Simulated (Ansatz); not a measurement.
Structure of Au:

```cif
data_structure
_symmetry_space_group_name_H-M 'P6/mmm'
_symmetry_Int_Tables_number 191
_cell_length_a 2.8238
_cell_length_b 2.8238
_cell_length_c 2.8028
_cell_angle_alpha 90.000
_cell_angle_beta 90.000
_cell_angle_gamma 120.000
_cell_volume 19.35
loop_
_atom_site_label
_atom_site_type_symbol
_atom_site_symmetry_multiplicity
_atom_site_Wyckoff_symbol
_atom_site_fract_x
_atom_site_fract_y
_atom_site_fract_z
_atom_site_occupancy
Au1 Au 1 b 0.00000 0.00000 0.50000 1
```

It is based on the geometry relaxed with Ansatz, DFT PBE, scalar-relativistic, plane waves, PAW; the starting structure was generated, so it need not be a known form of this composition.

Q: Predict the first 5 clear peaks of the X-ray G(r) with σ = 0.12 Å, and name the atom pairs.

A: 1. 2.81 Å: Au–Au at 2.80–2.82 Å
2. 3.98 Å: Au–Au at 3.98 Å
3. 4.89 Å: Au–Au at 4.89 Å
4. 5.64 Å: Au–Au at 5.61–5.65 Å
5. 6.29 Å: Au–Au at 6.28–6.30 Å

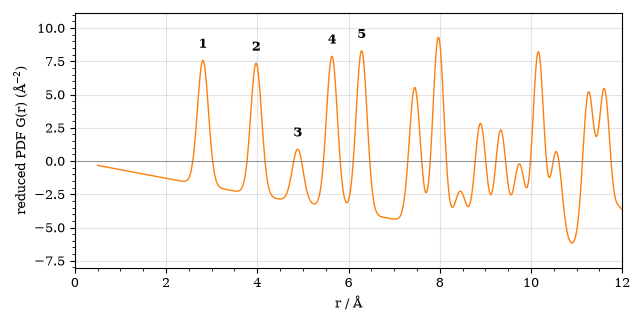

The curve is a calculated X-ray PDF: distances of the static structure, each pair weighted by the product of the atomic numbers (X-ray weights at Q = 0), broadened by Gaussians with σ = 0.12 Å, damped by exp(−(Q_damp r)²/2) with Q_damp = 0.040 Å⁻¹.
